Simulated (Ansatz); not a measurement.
Run report: Ti$_{3}$Al, geometry relaxation (part 3 of 3)

The same run, continued: Ti$_{3}$Al (slab, 24 atoms in the cell); DFT r2SCAN, scalar-relativistic, plane waves, PAW, no spin polarisation (Ansatz 0.2.0); cutoff 500 eV, 6×6×1 k-mesh, Gaussian smearing of 0.1 eV. The structure derives from an entry of the Crystallography Open Database. It belongs to a series of runs on one base structure; here: (0 0 1) slab, atoms relaxed.

Geometry of the input (Å; fractional positions):
```
5.7469  0.0000  0.0000
-2.8735  4.9770  0.0000
0.0000  0.0000  26.5778
Ti 0.1702  0.8298  0.2822
Ti 0.1702  0.3404  0.2822
Ti 0.6596  0.8298  0.2822
Al 0.6667  0.3333  0.2822
Ti 0.8298  0.6596  0.3693
Ti 0.3404  0.1702  0.3693
Ti 0.8298  0.1702  0.3693
Al 0.3333  0.6667  0.3693
Ti 0.1702  0.8298  0.4564
Ti 0.1702  0.3404  0.4564
Ti 0.6596  0.8298  0.4564
Al 0.6667  0.3333  0.4564
Ti 0.8298  0.6596  0.5436
Ti 0.3404  0.1702  0.5436
Ti 0.8298  0.1702  0.5436
Al 0.3333  0.6667  0.5436
Ti 0.1702  0.8298  0.6307
Ti 0.1702  0.3404  0.6307
Ti 0.6596  0.8298  0.6307
Al 0.6667  0.3333  0.6307
Ti 0.8298  0.6596  0.7178
Ti 0.3404  0.1702  0.7178
Ti 0.8298  0.1702  0.7178
Al 0.3333  0.6667  0.7178
```

### Output, continued
```
  k-point 2: bands = ["-54.6836", "-54.6836", "-54.6317", "-54.6317", "-54.6156", "-54.6156", "-54.4861", "-54.4724", "-54.4553", "-54.4396", "-54.4266", "-54.4169", "-54.4168", "-54.4132", "-54.4066", "-54.3952", "-54.3774", "-54.3699", "-30.0761", "-30.0753", "-30.0724", "-30.0711", "-30.0310", "-30.0290", "-29.9957", "-29.9949", "-29.9872", "-29.9854", "-29.9590", "-29.9576", "-29.9181", "-29.8887", "-29.8812", "-29.8455", "-29.8423", "-29.8318", "-29.8162", "-29.8090", "-29.7952", "-29.7764", "-29.7644", "-29.7526", "-29.7282", "-29.7227", "-29.7081", "-29.7063", "-29.6912", "-29.6632", "-29.6626", "-29.6439", "-29.6187", "-29.6103", "-29.6002", "-29.5797", "-29.5744", "-29.5719", "-29.5508", "-29.5460", "-29.5443", "-29.5425", "-29.5234", "-29.4840", "-29.4835", "-29.4819", "-29.4763", "-29.4755", "-29.4544", "-29.4282", "-29.3979", "-29.3974", "-29.3706", "-29.3452", "-2.7972", "-2.3454", "-1.6475", "-1.1101", "-0.9880", "-0.9007", "0.6524", "0.6959", "0.7913", "1.1340", "1.2347", "1.6044", "1.6277", "2.0034", "2.1842", "2.1896", "2.2772", "2.4728", "2.4973", "2.6750", "2.7371", "2.7660", "2.8792", "2.9772", "3.0842", "3.0864", "3.1577", "3.2314", "3.3148", "3.4668", "3.5735", "3.6712", "3.7830", "3.7919", "3.8621", "3.8629", "3.9629", "3.9962", "4.0506", "4.0742", "4.1144", "4.2385", "4.2446", "4.4776", "4.5652", "4.5937", "4.6231", "4.6383", "4.6706", "4.8275", "4.8788", "4.8942", "4.9885", "5.0601", "5.1898", "5.2185", "5.2500", "5.3016", "5.3075", "5.3980", "5.5330", "5.5692", "5.7256", "5.7842", "5.8059", "5.9827", "5.9848", "6.0315", "6.1911"]
  k-point 6: bands = ["-54.6697", "-54.6697", "-54.6454", "-54.6454", "-54.6161", "-54.6161", "-54.4599", "-54.4577", "-54.4577", "-54.4419", "-54.4404", "-54.4404", "-54.4199", "-54.4083", "-54.4083", "-54.3811", "-54.3811", "-54.3792", "-30.0467", "-30.0467", "-30.0432", "-30.0401", "-30.0125", "-30.0125", "-29.9795", "-29.9795", "-29.9669", "-29.9669", "-29.9430", "-29.9427", "-29.8791", "-29.8738", "-29.8738", "-29.8204", "-29.8204", "-29.8084", "-29.8084", "-29.8056", "-29.7925", "-29.7531", "-29.7459", "-29.7459", "-29.7420", "-29.7194", "-29.7194", "-29.6801", "-29.6801", "-29.6729", "-29.6631", "-29.6485", "-29.6485", "-29.6386", "-29.6330", "-29.6263", "-29.6263", "-29.5857", "-29.5857", "-29.5491", "-29.5491", "-29.5187", "-29.5187", "-29.5139", "-29.5117", "-29.5037", "-29.4856", "-29.4838", "-29.4838", "-29.4410", "-29.4285", "-29.4285", "-29.3856", "-29.3856", "-1.7989", "-1.7989", "-1.4477", "-1.4477", "-0.9211", "-0.9211", "-0.2215", "0.2777", "0.7737", "0.7737", "1.0478", "1.4509", "1.4509", "1.8344", "1.9117", "1.9117", "2.3848", "2.5354", "2.7617", "2.7617", "2.8552", "2.8753", "2.9256", "2.9801", "3.0842", "3.0842", "3.1332", "3.2301", "3.2301", "3.7865", "3.7865", "3.8218", "3.8218", "3.8917", "3.8917", "3.9216", "4.0692", "4.0692", "4.2339", "4.2339", "4.2686", "4.3109", "4.3377", "4.3380", "4.3380", "4.4928", "4.4928", "4.7388", "4.7388", "4.8137", "4.9531", "5.0457", "5.1125", "5.1125", "5.1984", "5.2835", "5.2840", "5.2840", "5.4218", "5.4218", "5.6049", "5.6049", "5.6883", "5.7263", "5.7263", "5.7700", "5.7774", "5.8541", "5.8648"]
--- Relaxed structure (4 steps of the walk, 4 accepted, 0 SCFs on fresh bases) ---
  F+E_penalty+E_count = -48320.83004268 eV   max|allowed force component| = 1.532e-2 eV/Å
  atoms:
    - { symbol: Ti, position: [0.1723601716926791, 0.8276398283073206, 0.2854762530751331] }
    - { symbol: Ti, position: [0.17236017169267917, 0.34472034338535834, 0.2854762530751331] }
    - { symbol: Ti, position: [0.6552796566146415, 0.8276398283073206, 0.2854762530751331] }
    - { symbol: Al, position: [0.6666666666666667, 0.33333333333333326, 0.28065941554453255] }
    - { symbol: Ti, position: [0.8301149402412749, 0.6602298804825499, 0.36768247420575595] }
    - { symbol: Ti, position: [0.33977011951744984, 0.16988505975872492, 0.36768247420575595] }
    - { symbol: Ti, position: [0.830114940241275, 0.16988505975872492, 0.36768247420575595] }
    - { symbol: Al, position: [0.33333333333333326, 0.6666666666666666, 0.3703749436772129] }
    - { symbol: Ti, position: [0.17015498545144345, 0.8298450145485562, 0.4574500828358038] }
    - { symbol: Ti, position: [0.17015498545144356, 0.3403099709028871, 0.4574500828358038] }
    - { symbol: Ti, position: [0.6596900290971128, 0.8298450145485564, 0.4574500828358038] }
    - { symbol: Al, position: [0.6666666666666667, 0.33333333333333326, 0.4559940900857835] }
    - { symbol: Ti, position: [0.8298450090267775, 0.659690018053555, 0.5425499227909117] }
    - { symbol: Ti, position: [0.34030998194644485, 0.17015499097322248, 0.5425499227909117] }
    - { symbol: Ti, position: [0.8298450090267776, 0.17015499097322245, 0.5425499227909117] }
    - { symbol: Al, position: [0.33333333333333326, 0.6666666666666666, 0.5440059115811031] }
    - { symbol: Ti, position: [0.16988505544581825, 0.8301149445541817, 0.6323175209348696] }
    - { symbol: Ti, position: [0.16988505544581825, 0.3397701108916365, 0.6323175209348696] }
    - { symbol: Ti, position: [0.6602298891083636, 0.8301149445541818, 0.6323175209348696] }
    - { symbol: Al, position: [0.6666666666666667, 0.33333333333333326, 0.6296250583100699] }
    - { symbol: Ti, position: [0.8276398377476217, 0.6552796754952435, 0.714523747475439] }
    - { symbol: Ti, position: [0.3447203245047564, 0.17236016225237824, 0.714523747475439] }
    - { symbol: Ti, position: [0.8276398377476218, 0.1723601622523782, 0.714523747475439] }
    - { symbol: Al, position: [0.33333333333333326, 0.6666666666666666, 0.7193405768475577] }
```

### Trajectory as extended XYZ (Å, eV, eV/Å), 4 frames, from step=1 to step=4
```
24
Lattice="5.7469 0.0000 0.0000 -2.8735 4.9770 0.0000 0.0000 0.0000 26.5778" Properties=species:S:1:pos:R:3:forces:R:3 step=1 energy=-48320.68695
Ti   -1.4061    4.1298    7.5000   -0.0156   0.0090   0.3205
Ti    0.0000    1.6944    7.5000    0.0000  -0.0180   0.3205
Ti    1.4061    4.1298    7.5000    0.0156   0.0090   0.3205
Al    2.8735    1.6590    7.5000    0.0000   0.0000  -0.0181
Ti    2.8735    3.2826    9.8156    0.0000   0.0932  -0.3437
Ti    1.4674    0.8472    9.8156   -0.0807  -0.0466  -0.3437
Ti    4.2795    0.8472    9.8156    0.0807  -0.0466  -0.3437
Al    0.0000    3.3180    9.8156    0.0000   0.0000  -0.1655
Ti   -1.4061    4.1298   12.1311    0.0241  -0.0139   0.1329
Ti    0.0000    1.6944   12.1311    0.0000   0.0278   0.1329
Ti    1.4061    4.1298   12.1311   -0.0241  -0.0139   0.1329
Al    2.8735    1.6590   12.1311    0.0000   0.0000   0.0532
Ti    2.8735    3.2826   14.4467    0.0000  -0.0278  -0.1329
Ti    1.4674    0.8472   14.4467    0.0241   0.0139  -0.1329
Ti    4.2795    0.8472   14.4467   -0.0241   0.0139  -0.1329
Al    0.0000    3.3180   14.4467    0.0000   0.0000  -0.0532
Ti   -1.4061    4.1298   16.7623   -0.0807   0.0466   0.3437
Ti    0.0000    1.6944   16.7623    0.0000  -0.0932   0.3437
Ti    1.4061    4.1298   16.7623    0.0807   0.0466   0.3437
Al    2.8735    1.6590   16.7623    0.0000   0.0000   0.1655
Ti    2.8735    3.2826   19.0778    0.0000   0.0180  -0.3205
Ti    1.4674    0.8472   19.0778   -0.0156  -0.0090  -0.3205
Ti    4.2795    0.8472   19.0778    0.0156  -0.0090  -0.3205
Al    0.0000    3.3180   19.0778    0.0000   0.0000   0.0181
24
Lattice="5.7469 0.0000 0.0000 -2.8735 4.9770 0.0000 0.0000 0.0000 26.5778" Properties=species:S:1:pos:R:3:forces:R:3 step=2 energy=-48320.78553
Ti   -1.4059    4.1297    7.6296    0.1608  -0.0928  -0.2191
Ti    0.0000    1.6946    7.6296    0.0000   0.1856  -0.2191
Ti    1.4059    4.1297    7.6296   -0.1608  -0.0928  -0.2191
Al    2.8735    1.6590    7.4837    0.0000   0.0000  -0.0705
Ti    2.8735    3.2905    9.7700    0.0000  -0.0693   0.1532
Ti    1.4605    0.8432    9.7700    0.0600   0.0347   0.1532
Ti    4.2864    0.8432    9.7700   -0.0600   0.0347   0.1532
Al    0.0000    3.3180    9.8458    0.0000   0.0000   0.0957
Ti   -1.4042    4.1287   12.1535   -0.0396   0.0229   0.0907
Ti    0.0000    1.6966   12.1535    0.0000  -0.0458   0.0907
Ti    1.4042    4.1287   12.1535    0.0396   0.0229   0.0907
Al    2.8735    1.6590   12.1108    0.0000   0.0000   0.0675
Ti    2.8735    3.2804   14.4243    0.0000   0.0458  -0.0907
Ti    1.4693    0.8483   14.4243   -0.0396  -0.0229  -0.0907
Ti    4.2777    0.8483   14.4243    0.0396  -0.0229  -0.0907
Al    0.0000    3.3180   14.4670    0.0000   0.0000  -0.0675
Ti   -1.4130    4.1338   16.8079    0.0600  -0.0347  -0.1532
Ti    0.0000    1.6864   16.8079    0.0000   0.0693  -0.1532
Ti    1.4130    4.1338   16.8079   -0.0600  -0.0347  -0.1532
Al    2.8735    1.6590   16.7320    0.0000   0.0000  -0.0957
Ti    2.8735    3.2824   18.9482    0.0000  -0.1856   0.2191
Ti    1.4675    0.8473   18.9482    0.1608   0.0928   0.2191
Ti    4.2794    0.8473   18.9482   -0.1608   0.0928   0.2191
Al    0.0000    3.3180   19.0942    0.0000   0.0000   0.0705
24
Lattice="5.7469 0.0000 0.0000 -2.8735 4.9770 0.0000 0.0000 0.0000 26.5778" Properties=species:S:1:pos:R:3:forces:R:3 step=3 energy=-48320.82830
Ti   -1.3919    4.1216    7.5821    0.0413  -0.0239  -0.0007
Ti    0.0000    1.7108    7.5821    0.0000   0.0477  -0.0007
Ti    1.3919    4.1216    7.5821   -0.0413  -0.0239  -0.0007
Al    2.8735    1.6590    7.4538    0.0000   0.0000  -0.0093
Ti    2.8735    3.2868    9.7628    0.0000  -0.0071   0.0341
Ti    1.4637    0.8451    9.7628    0.0062   0.0036   0.0341
Ti    4.2832    0.8451    9.7628   -0.0062   0.0036   0.0341
Al    0.0000    3.3180    9.8398    0.0000   0.0000  -0.0070
Ti   -1.4070    4.1304   12.1603    0.0081  -0.0047  -0.0289
Ti    0.0000    1.6933   12.1603    0.0000   0.0094  -0.0289
Ti    1.4070    4.1304   12.1603   -0.0081  -0.0047  -0.0289
Al    2.8735    1.6590   12.1156    0.0000   0.0000  -0.0097
Ti    2.8735    3.2837   14.4175    0.0000  -0.0094   0.0289
Ti    1.4664    0.8466   14.4175    0.0081   0.0047   0.0289
Ti    4.2805    0.8466   14.4175   -0.0081   0.0047   0.0289
Al    0.0000    3.3180   14.4622    0.0000   0.0000   0.0097
Ti   -1.4097    4.1319   16.8150    0.0062  -0.0036  -0.0341
Ti    0.0000    1.6902   16.8150    0.0000   0.0071  -0.0341
Ti    1.4097    4.1319   16.8150   -0.0062  -0.0036  -0.0341
Al    2.8735    1.6590   16.7380    0.0000   0.0000   0.0070
Ti    2.8735    3.2662   18.9958    0.0000  -0.0477   0.0007
Ti    1.4816    0.8554   18.9958    0.0413   0.0239   0.0007
Ti    4.2653    0.8554   18.9958   -0.0413   0.0239   0.0007
Al    0.0000    3.3180   19.1240    0.0000   0.0000   0.0093
24
Lattice="5.7469 0.0000 0.0000 -2.8735 4.9770 0.0000 0.0000 0.0000 26.5778" Properties=species:S:1:pos:R:3:forces:R:3 step=4 energy=-48320.83004
Ti   -1.3877    4.1192    7.5873    0.0133  -0.0077   0.0071
Ti    0.0000    1.7157    7.5873    0.0000   0.0153   0.0071
Ti    1.3877    4.1192    7.5873   -0.0133  -0.0077   0.0071
Al    2.8735    1.6590    7.4593    0.0000   0.0000  -0.0093
Ti    2.8735    3.2860    9.7722    0.0000   0.0023  -0.0094
Ti    1.4645    0.8455    9.7722   -0.0020  -0.0011  -0.0094
Ti    4.2825    0.8455    9.7722    0.0020  -0.0011  -0.0094
Al    0.0000    3.3180    9.8438    0.0000   0.0000  -0.0023
Ti   -1.4067    4.1301   12.1580    0.0003  -0.0002  -0.0005
Ti    0.0000    1.6937   12.1580    0.0000   0.0003  -0.0005
Ti    1.4067    4.1301   12.1580   -0.0003  -0.0002  -0.0005
Al    2.8735    1.6590   12.1193    0.0000   0.0000  -0.0090
Ti    2.8735    3.2833   14.4198    0.0000  -0.0003   0.0005
Ti    1.4668    0.8469   14.4198    0.0003   0.0002   0.0005
Ti    4.2801    0.8469   14.4198   -0.0003   0.0002   0.0005
Al    0.0000    3.3180   14.4585    0.0000   0.0000   0.0090
Ti   -1.4090    4.1315   16.8056   -0.0020   0.0011   0.0094
Ti    0.0000    1.6910   16.8056    0.0000  -0.0023   0.0094
Ti    1.4090    4.1315   16.8056    0.0020   0.0011   0.0094
Al    2.8735    1.6590   16.7341    0.0000   0.0000   0.0023
Ti    2.8735    3.2613   18.9905    0.0000  -0.0153  -0.0071
Ti    1.4858    0.8578   18.9905    0.0133   0.0077  -0.0071
Ti    4.2611    0.8578   18.9905   -0.0133   0.0077  -0.0071
Al    0.0000    3.3180   19.1185    0.0000   0.0000   0.0093
```

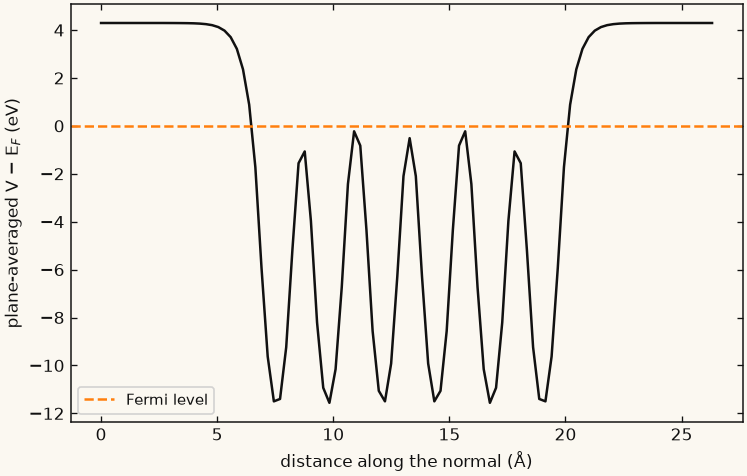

**Figure 1.** Plane average of the electrostatic potential energy of an electron across the cell, from the Fermi level. The vacuum level lies 4.29 eV above the Fermi level.

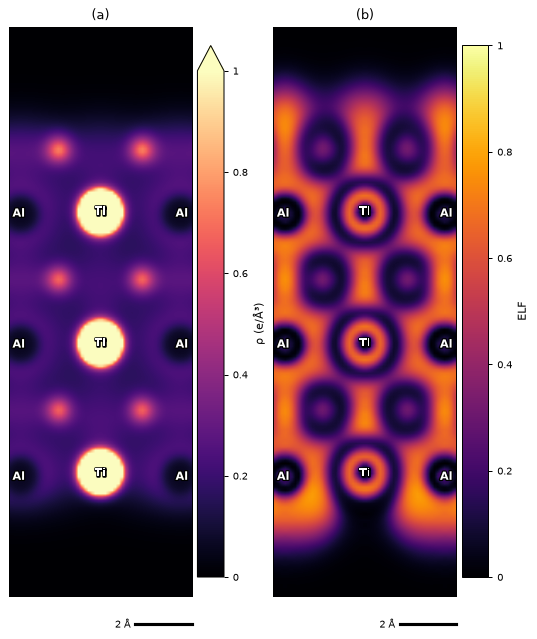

**Figure 2.** (a) valence charge density (pseudo); (b) electron localisation function on the (100) plane of the calculation cell, a cut from vacuum to vacuum. The section cuts through Ti and Al sites. The density dies away to nearly zero in the vacuum. The strong features right at Ti lie inside the PAW spheres (semicore, d or f shells) and say nothing about bonding. The fields are those of the smooth PAW valence density.

### Results in brief

- outcome: converged
- electrons treated: 234
- free energy: −48320.8300 eV
- work function, top face: 4.29 eV
- work function, bottom face: 4.29 eV
- Fermi energy: 4.496 eV
- gap on the k-point mesh: none (metallic)
- final volume: 760.19 Å³
- work function (upper face): 4.29 eV
- largest force (length of the vector) at the end: 0.017 eV/Å
- hardware: 4 threads of Intel Xeon (Granite Rapids), 32 GiB of memory available, shared host
- wall time: 2 min (CPU time 8 min)
- peak memory: 4.3 GiB

### Notes

The program warns: the exchange-correlation potential is rough where the density is thin.
